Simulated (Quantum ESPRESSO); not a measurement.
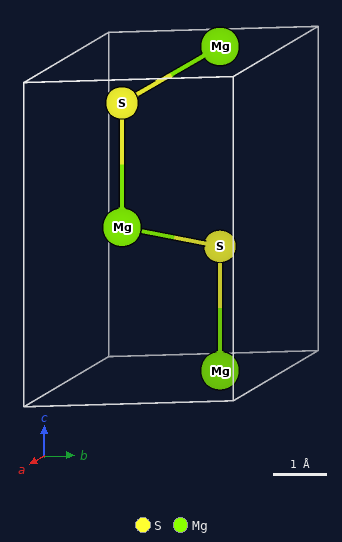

**Figure 1.** The structure (ball-and-stick view of the cell of the calculation, seen slightly off an axis). Near neighbours in the crystal (not all of them lie inside the picture): S has 4 Mg at 2.45 to 2.47 Å; Mg has 4 S at 2.45 to 2.47 Å.

**Run report: MgS, band-structure run (part 1 of 2)**

MgS (P6₃mc, 4 atoms in the cell), computed with Kohn-Sham DFT of a periodic cell, r2SCAN, SG15 PBE 1.2, no spin polarisation (Quantum ESPRESSO 7.5).

The structure derives from a Materials Project entry.

## Log
```
This program is part of the open-source Quantum ESPRESSO suite
     for quantum simulation of materials; please cite
         "P. Giannozzi et al., J. Phys.:Condens. Matter 21 395502 (2009);
         "P. Giannozzi et al., J. Phys.:Condens. Matter 29 465901 (2017);
         "P. Giannozzi et al., J. Chem. Phys. 152 154105 (2020);
          URL
     in publications or presentations arising from this work. More details at

     IMPORTANT: XC functional enforced from input :
     Exchange-correlation= R2SCAN
                           (   0   0   0   0   0 497 498)
     Any further DFT definition will be discarded
     Please, verify this is what you really want

     K-points division:     npool     =       2
     Subspace diagonalization in iterative solution of the eigenvalue problem:
     a serial algorithm will be used

     G-vector sticks info
     --------------------
     sticks:   dense  smooth     PW     G-vecs:    dense   smooth      PW
     Sum        1135    1135    349                48491    48491    8051

     Using Slab Decomposition

     bravais-lattice index     =            0
     lattice parameter (alat)  =       8.0000  a.u.
     unit-cell volume          =     611.9260 (a.u.)^3
     number of atoms/cell      =            4
     number of atomic types    =            2
     number of electrons       =        32.00
     number of Kohn-Sham states=           24
     kinetic-energy cutoff     =      70.0000  Ry
     charge density cutoff     =     280.0000  Ry
     scf convergence threshold =      1.0E-08
     mixing beta               =       0.5000
     number of iterations used =            8  plain     mixing
     Exchange-correlation= R2SCAN
                           (   0   0   0   0   0 497 498)

     celldm(1)=   8.000000  celldm(2)=   0.000000  celldm(3)=   0.000000
     celldm(4)=   0.000000  celldm(5)=   0.000000  celldm(6)=   0.000000

     crystal axes: (cart. coord. in units of alat)
               a(1) = (   0.953041   0.000000   0.000000 )
               a(2) = (  -0.476521   0.825358   0.000000 )
               a(3) = (   0.000000   0.000000   1.519409 )

     reciprocal axes: (cart. coord. in units 2 pi/alat)
               b(1) = (  1.049272  0.605798 -0.000000 )
               b(2) = (  0.000000  1.211595  0.000000 )
               b(3) = (  0.000000 -0.000000  0.658151 )

     PseudoPot. # 1 for S  read from file:
     S_ONCV_PBE-1.2.upf
     Pseudo is Norm-conserving, Zval =  6.0
     Generated using ONCVPSP code by D. R. Hamann
     Using radial grid of  602 points,  4 beta functions with:
                l(1) =   0
                l(2) =   0
                l(3) =   1
                l(4) =   1

     PseudoPot. # 2 for Mg read from file:
     Mg_ONCV_PBE-1.2.upf
     Pseudo is Norm-conserving, Zval = 10.0
     Generated using ONCVPSP code by D. R. Hamann
     Using radial grid of  602 points,  4 beta functions with:
                l(1) =   0
                l(2) =   0
                l(3) =   1
                l(4) =   1

     atomic species   valence    mass     pseudopotential
     S                 6.00    32.06000     S ( 1.00)
     Mg               10.00    24.30500     Mg( 1.00)

     No symmetry found

   Cartesian axes

     site n.     atom                  positions (alat units)
         1        S      tau(   1) = (   0.4765207   0.2751194   1.3359317  )
         2        S      tau(   2) = (  -0.0000000   0.5502387   0.5762271  )
         3        Mg     tau(   3) = (  -0.0000000   0.5502387   1.5129592  )
         4        Mg     tau(   4) = (   0.4765207   0.2751194   0.7532545  )

     number of k points=    56  Fermi-Dirac smearing, width (Ry)=  0.0037
                       cart. coord. in units 2pi/alat
        k(    1) = (   0.0000000   0.0000000   0.0000000), wk =   0.0185185
        k(    2) = (   0.0000000   0.0000000   0.2193835), wk =   0.0370370
        k(    3) = (   0.0000000   0.2019326   0.0000000), wk =   0.0370370
        k(    4) = (   0.0000000   0.2019326   0.2193835), wk =   0.0370370
        k(    5) = (   0.0000000   0.2019326  -0.2193835), wk =   0.0370370
        k(    6) = (   0.0000000   0.4038651   0.0000000), wk =   0.0370370
        k(    7) = (   0.0000000   0.4038651   0.2193835), wk =   0.0370370
        k(    8) = (   0.0000000   0.4038651  -0.2193835), wk =   0.0370370
        k(    9) = (   0.0000000  -0.6057977   0.0000000), wk =   0.0185185
        k(   10) = (   0.0000000  -0.6057977   0.2193835), wk =   0.0370370
        k(   11) = (   0.1748787   0.1009663   0.0000000), wk =   0.0370370
        k(   12) = (   0.1748787   0.1009663   0.2193835), wk =   0.0370370
        k(   13) = (   0.1748787   0.1009663  -0.2193835), wk =   0.0370370
        k(   14) = (   0.1748787   0.3028988   0.0000000), wk =   0.0370370
        k(   15) = (   0.1748787   0.3028988   0.2193835), wk =   0.0370370
        k(   16) = (   0.1748787   0.3028988  -0.2193835), wk =   0.0370370
        k(   17) = (   0.1748787   0.5048314   0.0000000), wk =   0.0370370
        k(   18) = (   0.1748787   0.5048314   0.2193835), wk =   0.0370370
        k(   19) = (   0.1748787   0.5048314  -0.2193835), wk =   0.0370370
        k(   20) = (   0.1748787  -0.5048314   0.0000000), wk =   0.0370370
        k(   21) = (   0.1748787  -0.5048314   0.2193835), wk =   0.0370370
        k(   22) = (   0.1748787  -0.5048314  -0.2193835), wk =   0.0370370
        k(   23) = (   0.1748787  -0.3028988   0.0000000), wk =   0.0370370
        k(   24) = (   0.1748787  -0.3028988   0.2193835), wk =   0.0370370
        k(   25) = (   0.1748787  -0.3028988  -0.2193835), wk =   0.0370370
        k(   26) = (   0.1748787  -0.1009663   0.0000000), wk =   0.0370370
        k(   27) = (   0.1748787  -0.1009663   0.2193835), wk =   0.0370370
        k(   28) = (   0.1748787  -0.1009663  -0.2193835), wk =   0.0370370
        k(   29) = (   0.3497574   0.2019326   0.0000000), wk =   0.0370370
        k(   30) = (   0.3497574   0.2019326   0.2193835), wk =   0.0370370
        k(   31) = (   0.3497574   0.2019326  -0.2193835), wk =   0.0370370
        k(   32) = (   0.3497574   0.4038651   0.0000000), wk =   0.0370370
        k(   33) = (   0.3497574   0.4038651   0.2193835), wk =   0.0370370
        k(   34) = (   0.3497574   0.4038651  -0.2193835), wk =   0.0370370
        k(   35) = (   0.3497574   0.6057977   0.0000000), wk =   0.0370370
        k(   36) = (   0.3497574   0.6057977   0.2193835), wk =   0.0370370
        k(   37) = (   0.3497574   0.6057977  -0.2193835), wk =   0.0370370
        k(   38) = (   0.3497574  -0.4038651   0.0000000), wk =   0.0370370
        k(   39) = (   0.3497574  -0.4038651   0.2193835), wk =   0.0370370
        k(   40) = (   0.3497574  -0.4038651  -0.2193835), wk =   0.0370370
        k(   41) = (   0.3497574  -0.2019326   0.0000000), wk =   0.0370370
        k(   42) = (   0.3497574  -0.2019326   0.2193835), wk =   0.0370370
        k(   43) = (   0.3497574  -0.2019326  -0.2193835), wk =   0.0370370
        k(   44) = (   0.3497574   0.0000000   0.0000000), wk =   0.0370370
        k(   45) = (   0.3497574   0.0000000   0.2193835), wk =   0.0370370
        k(   46) = (   0.3497574   0.0000000  -0.2193835), wk =   0.0370370
        k(   47) = (  -0.5246362  -0.3028988   0.0000000), wk =   0.0185185
        k(   48) = (  -0.5246362  -0.3028988   0.2193835), wk =   0.0370370
        k(   49) = (  -0.5246362  -0.1009663   0.0000000), wk =   0.0370370
        k(   50) = (  -0.5246362  -0.1009663   0.2193835), wk =   0.0370370
        k(   51) = (  -0.5246362  -0.1009663  -0.2193835), wk =   0.0370370
        k(   52) = (  -0.5246362   0.1009663   0.0000000), wk =   0.0370370
        k(   53) = (  -0.5246362   0.1009663   0.2193835), wk =   0.0370370
        k(   54) = (  -0.5246362   0.1009663  -0.2193835), wk =   0.0370370
        k(   55) = (  -0.5246362  -0.9086965   0.0000000), wk =   0.0185185
        k(   56) = (  -0.5246362  -0.9086965   0.2193835), wk =   0.0370370

     Dense  grid:    48491 G-vectors     FFT dimensions: (  45,  45,  72)

     WARNING: libxc functional with ID  497 depends
      on external parameters: check the user_guide of
      QE if you need to modify them or to check their
      default values.

     WARNING: libxc functional with ID  498 depends
      on external parameters: check the user_guide of
      QE if you need to modify them or to check their
      default values.

     Initial potential from superposition of free atoms

     starting charge      31.8485, renormalised to      32.0000
     Starting wfcs are random

     Self-consistent Calculation

     iteration #  1     ecut=    70.00 Ry     beta= 0.50
     Davidson diagonalization with overlap
     ethr =  1.00E-02,  avg # of iterations =  8.7

     total energy              =    -258.74858435 Ry
     estimated scf accuracy    <      47.54753260 Ry

     iteration #  2     ecut=    70.00 Ry     beta= 0.50
     Davidson diagonalization with overlap
     ethr =  1.00E-02,  avg # of iterations =  1.0

     total energy              =    -258.90368489 Ry
     estimated scf accuracy    <      10.75516703 Ry

     iteration #  3     ecut=    70.00 Ry     beta= 0.50
     Davidson diagonalization with overlap
     ethr =  1.00E-02,  avg # of iterations =  1.0

     total energy              =    -258.91305169 Ry
     estimated scf accuracy    <       0.03685604 Ry

     iteration #  4     ecut=    70.00 Ry     beta= 0.50
     Davidson diagonalization with overlap
     ethr =  1.15E-04,  avg # of iterations =  4.2

     total energy              =    -258.91364652 Ry
     estimated scf accuracy    <       0.00266978 Ry

     iteration #  5     ecut=    70.00 Ry     beta= 0.50
     Davidson diagonalization with overlap
     ethr =  8.34E-06,  avg # of iterations =  4.7

     total energy              =    -258.91375044 Ry
     estimated scf accuracy    <       0.00021861 Ry

     iteration #  6     ecut=    70.00 Ry     beta= 0.50
     Davidson diagonalization with overlap
     ethr =  6.83E-07,  avg # of iterations =  2.2

     total energy              =    -258.91377773 Ry
     estimated scf accuracy    <       0.00000595 Ry

     iteration #  7     ecut=    70.00 Ry     beta= 0.50
     Davidson diagonalization with overlap
     ethr =  1.86E-08,  avg # of iterations =  2.6

     total energy              =    -258.91377893 Ry
     estimated scf accuracy    <       0.00000129 Ry

     iteration #  8     ecut=    70.00 Ry     beta= 0.50
     Davidson diagonalization with overlap
     ethr =  4.02E-09,  avg # of iterations =  2.0

     total energy              =    -258.91377904 Ry
     estimated scf accuracy    <       0.00000030 Ry

     iteration #  9     ecut=    70.00 Ry     beta= 0.50
     Davidson diagonalization with overlap
     ethr =  9.38E-10,  avg # of iterations =  1.7

     total energy              =    -258.91377906 Ry
     estimated scf accuracy    <       0.00000002 Ry

     iteration # 10     ecut=    70.00 Ry     beta= 0.50
     Davidson diagonalization with overlap
     ethr =  6.57E-11,  avg # of iterations =  2.0

     End of self-consistent calculation

          k = 0.0000 0.0000 0.0000 (  6003 PWs)   bands (ev):

   -73.7502 -73.7502 -38.5305 -38.5276 -38.5177 -38.5177 -38.5172 -38.5172
    -8.6985  -7.9601   0.0335   2.6849   2.6849   3.1008   3.1008   3.2697
     7.3065   8.6499  11.4851  11.4851  12.2801  12.5457  12.5457  13.0710

          k = 0.0000 0.0000 0.2194 (  6086 PWs)   bands (ev):

   -73.7506 -73.7506 -38.5298 -38.5283 -38.5176 -38.5176 -38.5173 -38.5173
    -8.5339  -8.1675   0.6699   2.1822   2.7840   2.7840   2.9917   2.9917
     8.3359   8.8609  11.4465  11.4466  11.6737  11.9400  11.9400  12.0860

          k = 0.0000 0.2019 0.0000 (  6021 PWs)   bands (ev):

   -73.7504 -73.7502 -38.5303 -38.5278 -38.5182 -38.5179 -38.5177 -38.5173
    -8.5634  -7.8961   0.2517   1.9392   2.3445   2.4797   3.0386   3.1565
     8.2413   9.3984  10.8698  11.3225  12.0786  12.1655  12.6298  12.7180

          k = 0.0000 0.2019 0.2194 (  6055 PWs)   bands (ev):

   -73.7504 -73.7504 -38.5296 -38.5284 -38.5181 -38.5178 -38.5177 -38.5174
    -8.4123  -8.0805   0.7275   1.7317   2.2298   2.6080   2.8022   2.8864
     8.8782   9.6265  10.6115  10.9317  11.6073  11.9979  12.5374  12.6188

          k = 0.0000 0.2019-0.2194 (  6055 PWs)   bands (ev):

   -73.7504 -73.7504 -38.5296 -38.5284 -38.5181 -38.5178 -38.5177 -38.5174
    -8.4123  -8.0805   0.7275   1.7317   2.2298   2.6080   2.8022   2.8864
     8.8782   9.6265  10.6115  10.9317  11.6073  11.9979  12.5375  12.6188

          k = 0.0000 0.4039 0.0000 (  6052 PWs)   bands (ev):

   -73.7505 -73.7502 -38.5297 -38.5281 -38.5191 -38.5187 -38.5181 -38.5175
    -8.2436  -7.7897   0.6823   0.9152   1.2938   2.1526   2.7688   2.8776
     8.8773   9.3520   9.8647  11.6146  11.6934  12.4463  12.6492  14.1678

          k = 0.0000 0.4039 0.2194 (  6058 PWs)   bands (ev):

   -73.7505 -73.7503 -38.5294 -38.5285 -38.5190 -38.5188 -38.5180 -38.5177
    -8.1351  -7.9083   0.4426   0.7809   1.8669   2.3130   2.6725   2.7173
     8.5735   9.1762  10.3958  10.9567  12.4011  12.4021  12.9823  13.8590

          k = 0.0000 0.4039-0.2194 (  6058 PWs)   bands (ev):

   -73.7505 -73.7503 -38.5294 -38.5285 -38.5190 -38.5188 -38.5180 -38.5177
    -8.1351  -7.9083   0.4426   0.7809   1.8669   2.3130   2.6725   2.7173
     8.5735   9.1762  10.3958  10.9567  12.4011  12.4021  12.9823  13.8590

          k = 0.0000-0.6058 0.0000 (  6060 PWs)   bands (ev):

   -73.7504 -73.7504 -38.5293 -38.5284 -38.5196 -38.5192 -38.5183 -38.5176
    -8.0246  -7.7793   0.2502   0.8321   1.3864   2.0126   2.3464   2.7931
     8.5695   8.9826   9.7177  11.4222  12.2448  12.6764  13.0929  15.2778

          k = 0.0000-0.6058 0.2194 (  6054 PWs)   bands (ev):

   -73.7504 -73.7504 -38.5292 -38.5287 -38.5194 -38.5193 -38.5181 -38.5178
    -7.9613  -7.8384   0.0888   0.3640   2.0517   2.1833   2.5698   2.6208
     8.2419   8.7409  10.2994  10.6370  12.2756  12.6783  13.9130  14.4346

          k = 0.1749 0.1010 0.0000 (  6021 PWs)   bands (ev):

   -73.7504 -73.7502 -38.5303 -38.5278 -38.5182 -38.5179 -38.5177 -38.5173
    -8.5634  -7.8961   0.2517   1.9392   2.3445   2.4797   3.0386   3.1565
     8.2413   9.3984  10.8698  11.3225  12.0786  12.1655  12.6298  12.7180

          k = 0.1749 0.1010 0.2194 (  6055 PWs)   bands (ev):

   -73.7504 -73.7504 -38.5296 -38.5284 -38.5181 -38.5178 -38.5177 -38.5174
    -8.4123  -8.0805   0.7275   1.7317   2.2298   2.6080   2.8022   2.8864
     8.8782   9.6265  10.6115  10.9317  11.6073  11.9979  12.5374  12.6188

          k = 0.1749 0.1010-0.2194 (  6055 PWs)   bands (ev):

   -73.7504 -73.7504 -38.5296 -38.5284 -38.5181 -38.5178 -38.5177 -38.5174
    -8.4123  -8.0805   0.7275   1.7317   2.2298   2.6080   2.8022   2.8864
     8.8782   9.6265  10.6115  10.9317  11.6073  11.9979  12.5374  12.6188

          k = 0.1749 0.3029 0.0000 (  6032 PWs)   bands (ev):

   -73.7504 -73.7502 -38.5299 -38.5280 -38.5188 -38.5185 -38.5181 -38.5176
    -8.3336  -7.8106   0.6451   1.3341   1.3354   2.2126   2.7099   2.9072
     9.3907  10.0340  10.2349  10.3902  11.5224  11.9300  13.0071  13.3510

          k = 0.1749 0.3029 0.2194 (  6036 PWs)   bands (ev):

   -73.7504 -73.7503 -38.5294 -38.5285 -38.5186 -38.5185 -38.5180 -38.5177
    -8.2109  -7.9501   0.6514   1.0534   1.9526   2.1550   2.5216   2.8374
     9.2219   9.7219  10.6686  10.6882  11.5491  12.1352  12.3287  13.3336

          k = 0.1749 0.3029-0.2194 (  6036 PWs)   bands (ev):

   -73.7504 -73.7503 -38.5294 -38.5285 -38.5186 -38.5185 -38.5180 -38.5177
    -8.2109  -7.9501   0.6514   1.0534   1.9526   2.1550   2.5216   2.8374
     9.2219   9.7219  10.6686  10.6882  11.5491  12.1352  12.3287  13.3336

          k = 0.1749 0.5048 0.0000 (  6040 PWs)   bands (ev):

   -73.7504 -73.7503 -38.5293 -38.5284 -38.5193 -38.5191 -38.5185 -38.5178
    -8.0344  -7.7718   0.5253   0.9586   1.3537   1.6620   2.3924   2.4188
     8.9898   9.5890  10.3393  11.4552  11.6179  12.5778  12.8565  14.5488

          k = 0.1749 0.5048 0.2194 (  6059 PWs)   bands (ev):

   -73.7504 -73.7504 -38.5292 -38.5287 -38.5192 -38.5191 -38.5183 -38.5180
    -7.9673  -7.8357   0.3263   0.5336   1.6190   2.0390   2.2841   2.7585
     8.8528   9.5396  10.3225  11.0930  11.3919  12.4519  13.2797  13.9375

          k = 0.1749 0.5048-0.2194 (  6059 PWs)   bands (ev):

   -73.7504 -73.7504 -38.5292 -38.5287 -38.5192 -38.5191 -38.5183 -38.5180
    -7.9673  -7.8357   0.3263   0.5336   1.6190   2.0390   2.2841   2.7585
     8.8528   9.5396  10.3225  11.0930  11.3919  12.4519  13.2797  13.9376

          k = 0.1749-0.5048 0.0000 (  6040 PWs)   bands (ev):

   -73.7504 -73.7503 -38.5293 -38.5284 -38.5193 -38.5191 -38.5185 -38.5178
    -8.0344  -7.7718   0.5253   0.9586   1.3537   1.6620   2.3924   2.4188
     8.9898   9.5890  10.3393  11.4552  11.6179  12.5778  12.8565  14.5488

          k = 0.1749-0.5048 0.2194 (  6059 PWs)   bands (ev):

   -73.7504 -73.7504 -38.5292 -38.5287 -38.5192 -38.5191 -38.5183 -38.5180
    -7.9673  -7.8357   0.3263   0.5336   1.6190   2.0390   2.2841   2.7585
     8.8528   9.5396  10.3225  11.0930  11.3919  12.4519  13.2797  13.9375

          k = 0.1749-0.5048-0.2194 (  6059 PWs)   bands (ev):
```
